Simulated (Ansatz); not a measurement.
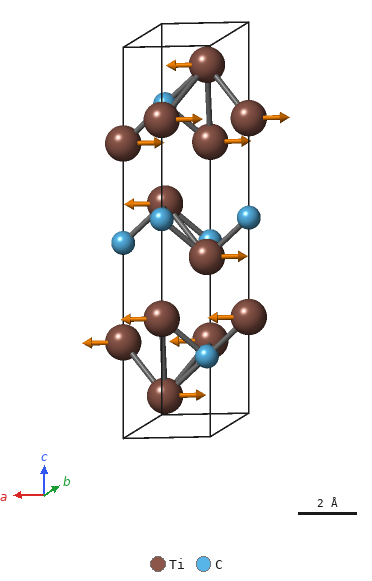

The lowest optical mode of a crystal of Ti2C, space group R-3m (No. 166), at the zone centre. Displacements are drawn as orange arrows; their common scale and sign are arbitrary. Style: ball-and-stick. Shown: the conventional cell (3 times the calculation's cell), from a free direction. Lengths and directions refer to the drawn axes.

The calculation used DFT PBEsol, scalar-relativistic, plane waves, PAW (Ansatz).

Input
```yaml
crystal:
  lattice:
    - [1.5266989114, 0.8814400274, 4.7828928204]
    - [-1.5266989114, 0.8814400274, 4.7828928204]
    - [0.0, -1.7628800549, 4.7828928204]
  atoms:
    - { symbol: Ti, position: [0.2457685062, 0.2457685062, 0.2457685062] }
    - { symbol: Ti, position: [0.7542314938, 0.7542314938, 0.7542314938] }
    - { symbol: C, position: [0.5, 0.5, 0.5] }
basis:
  ecutwfc: 420
kpoints:
  mp_grid: { grid: [18, 18, 18] }
hamiltonian:
  xc: pbesol
scf:
  occupations: { method: fermi_dirac, width: 0.15 }
output:
  eigenvalues: true
phonons:
  method: dfpt
  eigenvectors: true
```

Command:
```bash
ansatz run input.yaml --threads 1 --pin off --max-ram 3072MiB --backend cpu --events-out ev --progress --plain --runs-dir out
```

The frequencies depend somewhat on the k-mesh and the smearing.

**Is the structure stable against all modes at this point?**

Yes: this softest mode has a real frequency, and so have all others here. That speaks for this wave vector alone: the rest of the zone wasn't checked in this run. This is the E_g mode (doubly degenerate; one member of the set is drawn) at 270 cm⁻¹, the lowest optical level, Raman-active by symmetry. The C atoms stay at rest; all motion is along a; atoms of one kind move against one another, with no net shift of their sublattice.

Limits of the set-up: layers or molecules are held without a dispersion correction, so their spacing is unreliable.
